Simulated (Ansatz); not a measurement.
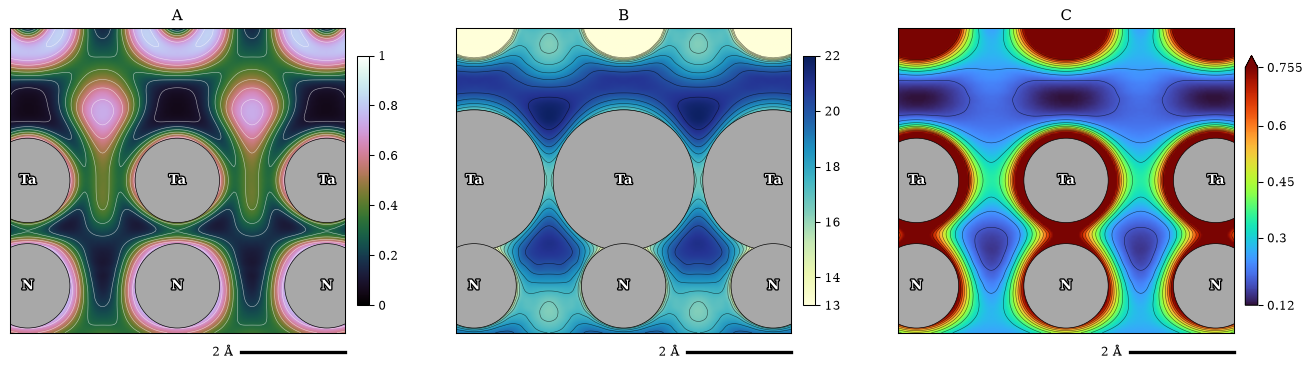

TaN: 3 fields on the (11̄0) plane of the conventional cell, with unlabelled colour scales. Grey discs cover the atomic cores.

Space group P-62m.

Theory: Ansatz, Kohn-Sham DFT of a periodic cell, LDA, Ansatz PAW.

Match the panels to the quantities (electron localisation function, electrostatic potential energy of an electron and valence pseudo-density).

Panel A: electron localisation function. Panel B: electrostatic potential energy of an electron (low next to the atoms, rising into the space between them). Panel C: valence pseudo-density. From the grid: Ta–Ta (2.87 Å): ρ at the midpoint is about 0.35 e/Å³; the ELF is about 0.45 at the midpoint.
